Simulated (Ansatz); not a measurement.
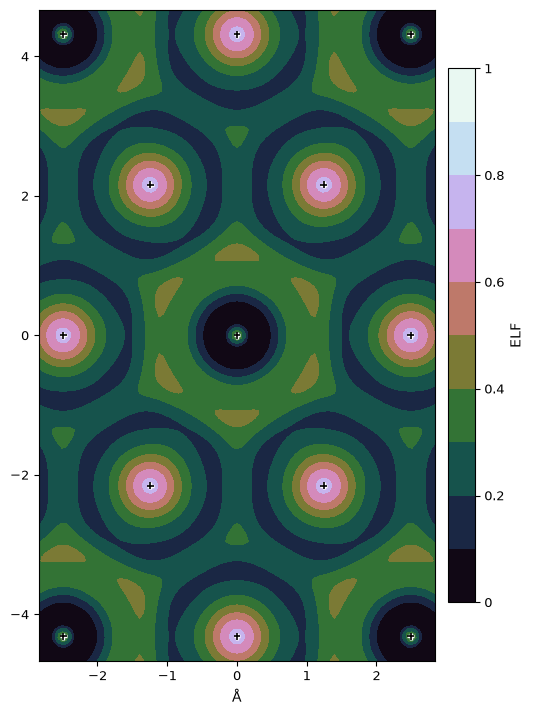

The ELF on a plane through atoms (crosses mark nuclei in the plane).

Level of theory: DFT PBEsol, scalar-relativistic, plane waves, PAW in Ansatz 0.2.0.

Candidates:
A. SnO, a = 3.81 Å, b = 3.81 Å, c = 9.50 Å, α = 90.00°, β = 90.00°, γ = 90.00°. Space group P4/nmm; a structure from a database of computed crystals, not necessarily the ambient phase.
B. Ni3Ge, a = 3.52 Å, b = 3.52 Å, c = 3.52 Å, α = 90.00°, β = 90.00°, γ = 90.00°. Space group Pm-3m; a structure from a database of computed crystals, not necessarily the ambient phase; computed without spin polarisation.

Which candidate gave the map?

Answer. Candidate B: Ni3Ge on the (111) plane of the conventional cell, which holds Ni and Ge. Ni–Ni (2.49 Å): the ELF is about 0.25 at the midpoint: no localised pair shows between them. Ni–Ge (2.49 Å): the ELF is about 0.35 at the midpoint.
